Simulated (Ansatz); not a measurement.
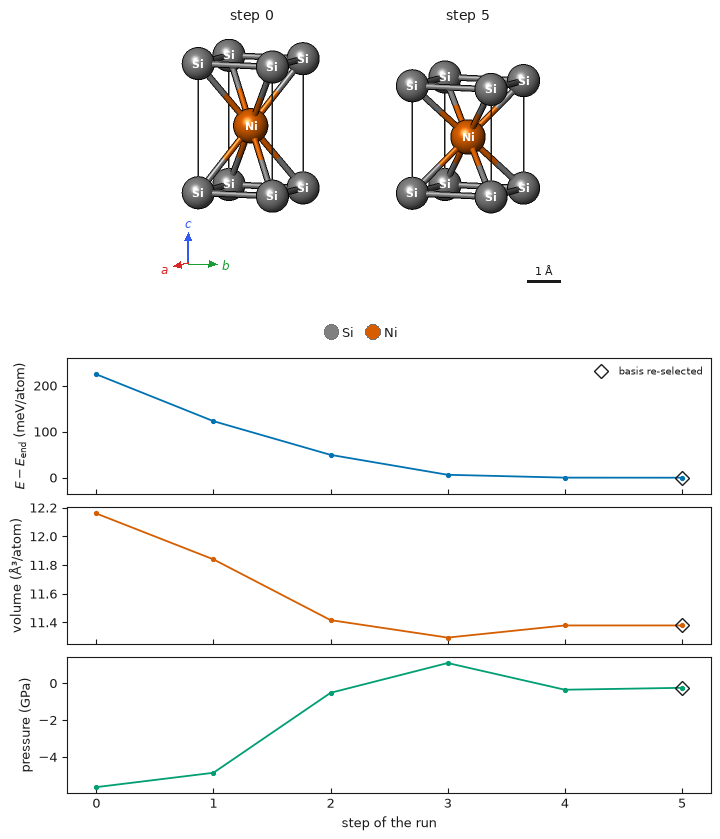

First and last geometry of a relaxation of solid SiNi (a generated structure, set up in P4/mmm) (coarse preliminary run), with the history of the run. The picture is a ball-and-stick view of the cell of the calculation, seen slightly off an axis.

The calculation used Ansatz 0.2.0, DFT PBE, scalar-relativistic, plane waves, PAW. Set-up: plane-wave cutoff 420 eV; k-point mesh 8 × 8 × 4; occupations gaussian; smearing width 0.1 eV; collinear spin; cell and atoms relaxed; force threshold 0.04 eV/Å; at most 70 steps.

> What do the curves and the structures tell?

It converged. Over 4 accepted moves (5 points after the start) the energy falls by 225 meV per atom. All forces vanish by symmetry, so only the cell relaxes. The pressure goes from −5.63 to −0.25 GPa. At 1 point the geometry stayed and the basis and grid were re-selected for the new cell (energy shift of 0.2 meV per atom at most each time). The atoms keep their places relative to the cell (all moves are under 0.005 Å). The drawn cell changes as follows: a = b 2.467 → 2.616 Å (+6.1 %), c 3.996 → 3.325 Å (−16.8 %); the volume changes by −6.4 %. Among the contacts that change: Ni–Si 2.652 → 2.487 Å, Si–Si 2.467 → 2.616 Å, Ni–Ni 2.467 → 2.616 Å. The space group stays P4/mmm (No. 123). The program noted that the starting moments weren't kept. Cost: 36 s on 1 thread of Intel(R) Xeon(R) Platinum 8175M CPU @ 2.50GHz (Skylake/Cascade Lake) (shared host), peak memory 0.35 GiB.

```json
{"step": "0", "E − E(0), meV/atom": "0.00", "pressure, GPa": "-5.63", "volume, Å³/atom": "12.160", "note": ""}
{"step": "1", "E − E(0), meV/atom": "-101.88", "pressure, GPa": "-4.85", "volume, Å³/atom": "11.840", "note": ""}
{"step": "2", "E − E(0), meV/atom": "-175.15", "pressure, GPa": "-0.52", "volume, Å³/atom": "11.416", "note": ""}
{"step": "3", "E − E(0), meV/atom": "-218.45", "pressure, GPa": "1.10", "volume, Å³/atom": "11.295", "note": ""}
{"step": "4", "E − E(0), meV/atom": "-224.63", "pressure, GPa": "-0.35", "volume, Å³/atom": "11.379", "note": ""}
{"step": "5", "E − E(0), meV/atom": "-224.78", "pressure, GPa": "-0.25", "volume, Å³/atom": "11.379", "note": "same geometry, new basis"}
```

Limits of the set-up: the k-point mesh is coarse for a cell with partly filled bands.
